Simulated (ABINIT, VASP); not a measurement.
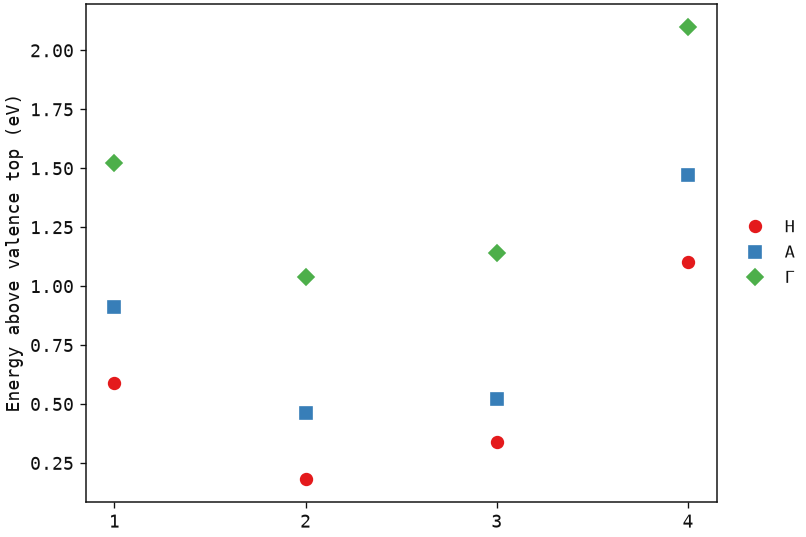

Lowest conduction level at each named k point, counted from the valence-band top at H, by several methods on one cell of Te, space group P3_121, 3 atoms in the cell; a = 4.454 Å, c = 5.924 Å (hexagonal axes). All runs are without spin-orbit coupling and carry no moments.

Q: Which column is which method? They are PBE, HSE06, r2SCAN and PBE0.

A: 1 is HSE06; 2 is PBE; 3 is r2SCAN; 4 is PBE0.

| method | program | H (eV) | A (eV) | Γ (eV) |
| --- | --- | --- | --- | --- |
| PBE | ABINIT | 0.18 | 0.46 | 1.04 |
| r2SCAN | ABINIT | 0.34 | 0.52 | 1.14 |
| HSE06 | VASP | 0.59 | 0.91 | 1.52 |
| PBE0 | VASP | 1.10 | 1.47 | 2.10 |

Q: Do the methods agree on which of these conduction levels is lowest?

A: Yes: all put it at H.

Settings. PBE: JTH PAW PBE v2.0, 9×9×6 k mesh, 408 eV cutoff, Fermi-Dirac smearing of 0.05 eV (ABINIT 10.8.3 (patched build)). r2SCAN: JTH PAW PBE v2.0, 6×6×4 k mesh, 490 eV cutoff, Fermi-Dirac smearing of 0.05 eV (ABINIT 10.8.3 (patched build)). HSE06: VASP PAW PBE potentials, release 64 (Te), 6×6×4 k mesh, 520 eV cutoff, Gaussian smearing of 0.02 eV (VASP 6.6.1). PBE0: VASP PAW PBE potentials, release 64 (Te), 6×6×4 k mesh, 520 eV cutoff, Gaussian smearing of 0.02 eV (VASP 6.6.1).

These are four of the 11 methods that were run on this cell. The runs come from different programs and meshes, which adds differences of its own. Spin-orbit coupling is left out, which matters for Te. r2SCAN, HSE06 and PBE0: the PAW data sets were made with another functional. LDA, GGA and most meta-GGA functionals understate gaps.
